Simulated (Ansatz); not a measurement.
A series of calculations on FeNi

### One mode

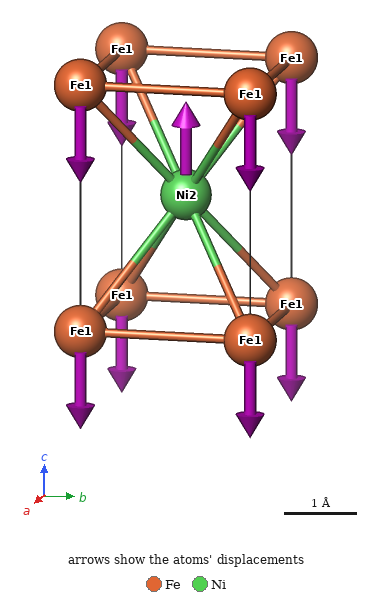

One vibrational mode of a crystal of FeNi at the zone centre. Displacements are drawn as purple arrows; their common scale and sign are arbitrary. The picture is a ball-and-stick view of the cell of the calculation, seen slightly off an axis.

Theory: Ansatz 0.2.0, DFT LDA, scalar-relativistic, plane waves, PAW. Settings: plane-wave cutoff 420 eV; k-point mesh 18 × 18 × 12; occupations gaussian; smearing width 0.2 eV; collinear spin.

The frequencies depend somewhat on the k-mesh and the smearing.

Q: What mode is this, and where does it lie in the spectrum?

A: This is the A₂u mode at 303 cm⁻¹, the highest optical level, infrared-active by symmetry. The Fe sublattice moves against the Ni sublattice, along c; the kinetic energy is shared as Fe 51 %, Ni 49 %. The crystal is a metal, so free carriers screen the infrared response.

### Softest mode

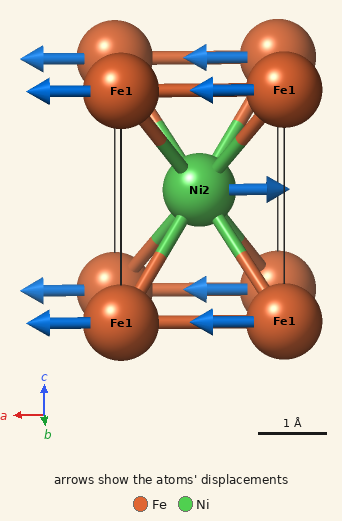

The lowest optical mode of crystalline FeNi at 0.98 times its rest volume, space group P4/mmm (No. 123), at the zone centre. The blue arrows give the relative displacements of the atoms. Style: ball-and-stick. Shown: the cell of the calculation, from a free direction.

Method: Ansatz 0.2.0, DFT LDA, scalar-relativistic, plane waves, PAW. Set-up: plane-wave cutoff 420 eV; k-point mesh 18 × 18 × 12; occupations gaussian; smearing width 0.2 eV; collinear spin.

The frequencies depend somewhat on the k-mesh and the smearing.

> Is this crystal at a minimum with respect to the drawn distortion?

Yes: this softest mode has a real frequency, and so have all others here. That speaks for this wave vector alone: the rest of the zone wasn't checked in this run. This is the E_u mode (doubly degenerate; one member of the set is drawn) at 27.6 meV, the lowest optical level, infrared-active by symmetry. The Fe sublattice moves against the Ni sublattice, along a; the kinetic energy is shared as Fe 51 %, Ni 49 %. The crystal is a metal, so free carriers screen the infrared response.

### Softest mode

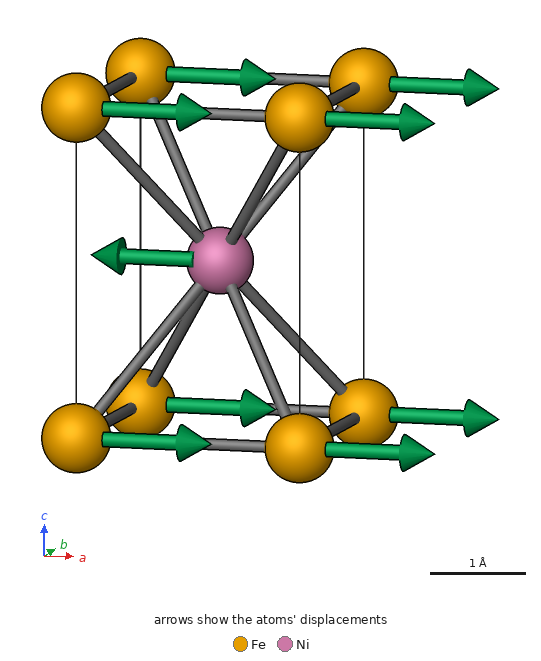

The lowest optical mode of a crystal of FeNi at 1.02 times its rest volume, space group P4/mmm (No. 123), at the zone centre. Displacements are drawn as green arrows; their common scale and sign are arbitrary. Style: ball-and-stick. Shown: the cell of the calculation, slightly off an axis.

The calculation used DFT LDA, scalar-relativistic, plane waves, PAW (Ansatz 0.2.0). Set-up: plane-wave cutoff 420 eV; k-point mesh 18 × 18 × 12; occupations gaussian; smearing width 0.2 eV; collinear spin.

The frequencies depend somewhat on the k-mesh and the smearing.

Is the structure stable against all modes at this point?

Answer. Yes: this softest mode has a real frequency, and so have all others here. That speaks for this wave vector alone: the rest of the zone wasn't checked in this run. This is the E_u mode (doubly degenerate; one member of the set is drawn) at 25.9 meV, the lowest optical level, infrared-active by symmetry. The Fe sublattice moves against the Ni sublattice, along a; the kinetic energy is shared as Fe 51 %, Ni 49 %. The crystal is a metal, so free carriers screen the infrared response.
